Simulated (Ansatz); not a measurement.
## Electronic structure of Zn$_{25}$O$_{23}$ (cell charge −2, with a compensating background) (cell with a defect) in real space

The calculation's input:

```
crystal:
  lattice:
    - [-3.2793907958, 5.6800714764, 5.2932332175]
    - [-3.2793907959, -5.6800714763, 5.2932332175]
    - [6.5587815918, -1.0e-10, 5.2932332175]
  atoms:
    - { symbol: Zn, position: [0.3072870168, 0.6406203501, 0.4739536835] }
    - { symbol: Zn, position: [0.6602369192, 0.5004824018, 0.329960643] }
    - { symbol: Zn, position: [0.0150867819, 0.8333857493, 0.6692573822] }
    - { symbol: Zn, position: [0.1671490685, 0.4966273097, 0.8269035858] }
    - { symbol: Zn, position: [0.5000524159, 0.8359240489, 0.1817534485] }
    - { symbol: Zn, position: [0.1632939764, -0.0064297475, 0.3338157352] }
    - { symbol: Zn, position: [0.5025907156, 0.3484201152, 0.6667190826] }
    - { symbol: Zn, position: [0.8411591036, 0.6646306397, -3.79016e-05] }
    - { symbol: Zn, position: [0.8332954317, 0.174492437, 0.497963973] }
    - { symbol: Zn, position: [0.3312973063, 0.1666287651, 0.0078257703] }
    - { symbol: Zn, position: [0.6624193581, -0.0042473086, 0.8290860247] }
    - { symbol: Zn, position: [-0.0036290749, 0.3297042584, 0.1630375917] }
    - { symbol: Zn, position: [0.3272560133, 0.4889311057, 0.1593158552] }
    - { symbol: Zn, position: [0.6670883282, 0.3269156456, 0.0036503277] }
    - { symbol: Zn, position: [-0.0073508115, 0.6605893466, 0.322264439] }
    - { symbol: Zn, position: [0.1555977724, 0.3259825219, 0.4939226799] }
    - { symbol: Zn, position: [0.5128603056, 0.6558405894, 0.8800489301] }
    - { symbol: Zn, position: [0.1734491822, 0.8337504329, -0.0002712596] }
    - { symbol: Zn, position: [0.5004170996, 0.1663954071, 0.3401158488] }
    - { symbol: Zn, position: [0.8330620738, 0.5067825155, 0.6670837663] }
    - { symbol: Zn, position: [0.836983661, 0.0004216616, 0.160248979] }
    - { symbol: Zn, position: [0.3225072561, 0.0467155968, 0.6795269722] }
    - { symbol: Zn, position: [0.7133822634, 0.8461936389, 0.4891739227] }
    - { symbol: Zn, position: [-0.0064176877, 0.1703169944, 0.8337549949] }
    - { symbol: Zn, position: [0.4543956553, 0.7877289886, 0.6210623219] }
    - { symbol: O, position: [0.7897938241, 0.6237852592, 0.4561252283] }
    - { symbol: O, position: [0.1298822397, 0.9664208276, 0.7966032363] }
    - { symbol: O, position: [0.2904519259, 0.622791895, 0.9564604907] }
    - { symbol: O, position: [0.6330874943, 0.963269903, 0.2965489064] }
    - { symbol: O, position: [0.2894585616, 0.1231271574, 0.4571185926] }
    - { symbol: O, position: [0.6299365696, 0.4632155731, 0.7997541609] }
    - { symbol: O, position: [0.9647102548, 0.7950548728, 0.1208895938] }
    - { symbol: O, position: [0.9542229271, 0.2980435881, 0.6283882061] }
    - { symbol: O, position: [0.4617215394, 0.2875562604, 0.1313769215] }
    - { symbol: O, position: [0.7907081131, 0.1240414464, 0.9573747798] }
    - { symbol: O, position: [0.1230483492, 0.4563816825, 0.2897150158] }
    - { symbol: O, position: [0.4555089944, 0.6182533977, 0.2759325325] }
    - { symbol: O, position: [0.7922882666, 0.4594582889, 0.1256306401] }
    - { symbol: O, position: [0.1092658658, 0.7888423277, 0.4515867311] }
    - { symbol: O, position: [0.2849200644, 0.4425991991, 0.622175661] }
    - { symbol: O, position: [0.6353874351, 0.7986442471, 0.9778170273] }
    - { symbol: O, position: [0.2953775416, 0.9584199872, 0.1292697121] }
    - { symbol: O, position: [0.6250866539, 0.2959363787, 0.4620442083] }
    - { symbol: O, position: [0.9626030454, 0.628710875, 0.7917533205] }
    - { symbol: O, position: [0.9589639734, 0.1256215999, 0.2927916223] }
    - { symbol: O, position: [0.4653109137, 0.144483694, 0.8020541018] }
    - { symbol: O, position: [0.8111503606, 0.9687207685, 0.6319775804] }
    - { symbol: O, position: [0.1261249556, 0.2922973068, 0.9589549333] }
  host:
    lattice:
      - [3.2793907959, 0.0, 0.0]
      - [-1.6396953979, 2.8400357382, 0.0]
      - [0.0, 0.0, 5.2932332175]
    atoms:
      - { symbol: Zn, position: [0.6666666667, 0.3333333333, 0.5006044103] }
      - { symbol: Zn, position: [0.3333333333, 0.6666666667, 0.0006044103] }
      - { symbol: O, position: [0.6666666667, 0.3333333333, 0.8797055897] }
      - { symbol: O, position: [0.3333333333, 0.6666666667, 0.3797055897] }
total_charge: -2
basis:
  ecutwfc: 420
  xc_grid: 2
kpoints:
  mp_grid: { grid: [2, 2, 2], shift: [0.5, 0.5, 0.5] }
hamiltonian:
  xc: pbe
scf:
  occupations: { method: gaussian, width: 0.01 }
output:
  forces: true
  stress: false
  eigenvalues: true
  charged_corrections:
    defect_position: [0.45990186, 0.7932352, 0.62656853]
    epsilon: [[10.5527, 0.0, 0.0], [0.0, 10.5527, 0.0], [0.0, 0.0, 11.5861]]
  write_density: true
  write_potential: true
  elf: true
  volumetric_format: npy
relax:
  adjacent_minimum: "off"
  f_tol: 0.025
  max_steps: 45
```

Run with:

```sh
ansatz run input.yaml --threads 4 --pin off --max-ram 10240MiB --backend cpu --events-out ev --progress --plain --runs-dir out
```

The fields are those of the run's last geometry, not of the input's.

Method: DFT PBE, scalar-relativistic, plane waves, PAW in Ansatz 0.2.0.

In a PAW calculation such maps are meaningful between the atoms, not at the nuclei.

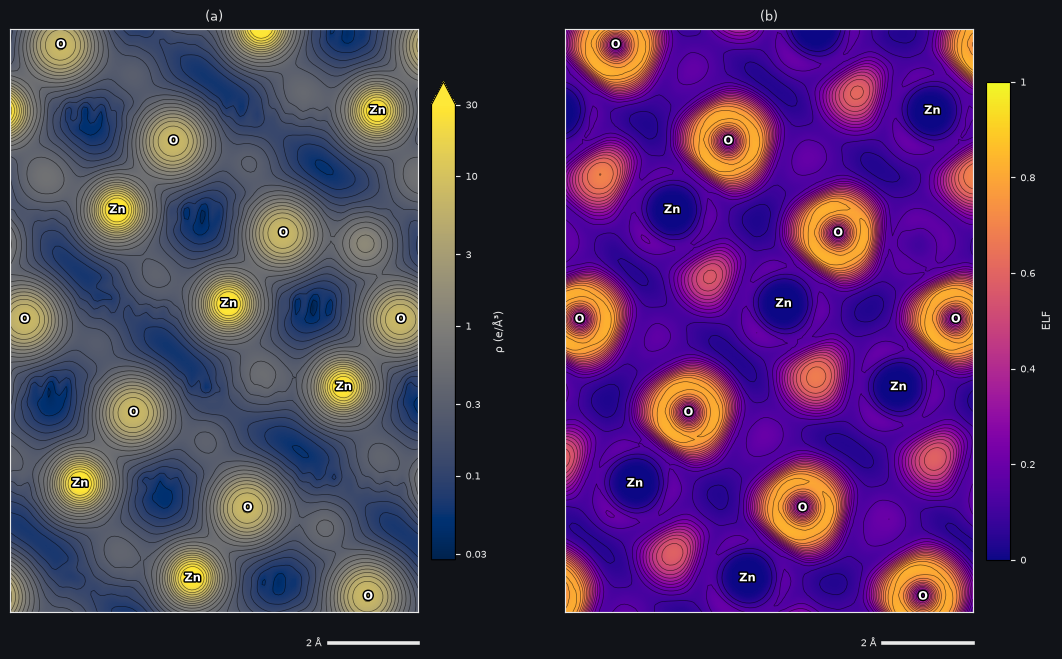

Figure 1. (a) valence charge density (pseudo); (b) ELF on the (011̄) plane of the calculation cell.

Q: What does the map show?

A:
- Atoms in the plane: Zn and O.
- Atoms just off the plane (Zn, 0.6 Å away and O, 0.8 Å away) can leave unmarked features too.
- Zn–O (1.99 Å): the density is about 0.58 e/Å³ at the midpoint; the ELF peaks at about 0.85 in the valence shell of O, 0.6 Å from its nucleus, and is about 0.25 at the midpoint; no localised pair shows between them.
- Zn–O (2.00 Å): ρ at the midpoint is about 0.56 e/Å³; the ELF peaks at about 0.85 in the valence shell of O, 0.6 Å from its nucleus, and is about 0.25 at the midpoint (no localised pair shows between them).
- Between the atoms the lowest density in this plane is 0.03 e/Å³.

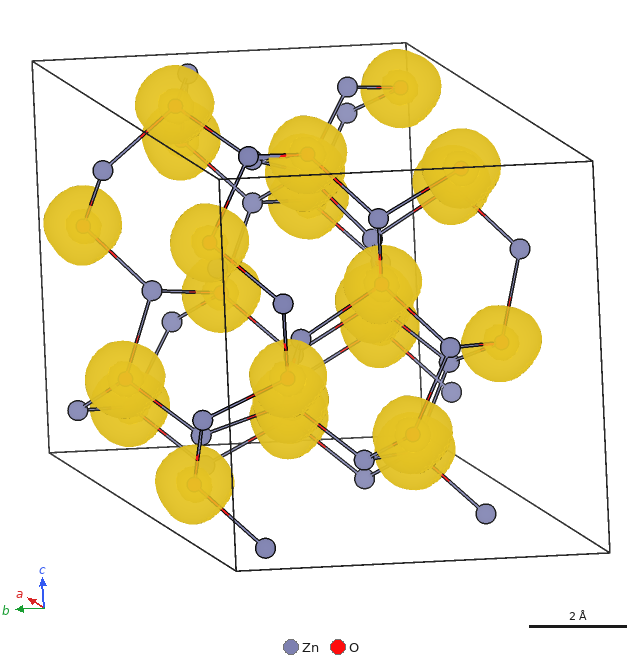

Figure 2. Isosurface of the electron localisation function at 0.7 (yellow), seen at an oblique angle. Core shells and regions of very low density are left out. Sticks mark near contacts.

Q: Identify the bonds, lone pairs and shells in this picture.

A: The ELF exceeds this value in 23 regions wrapped around O (the valence shell of each), counted in one cell of 48 atoms. Regions shared between cells count once. Along the contacts the grid gives the following. Zn–O (1.96 Å): the ELF peaks at about 0.80 in the valence shell of O, 0.6 Å from its nucleus, and is about 0.25 at the midpoint; no localised pair shows between them.

Q: Metal or insulator at this level of theory?

A: It is metallic or semimetallic at this level of theory: no gap opens.
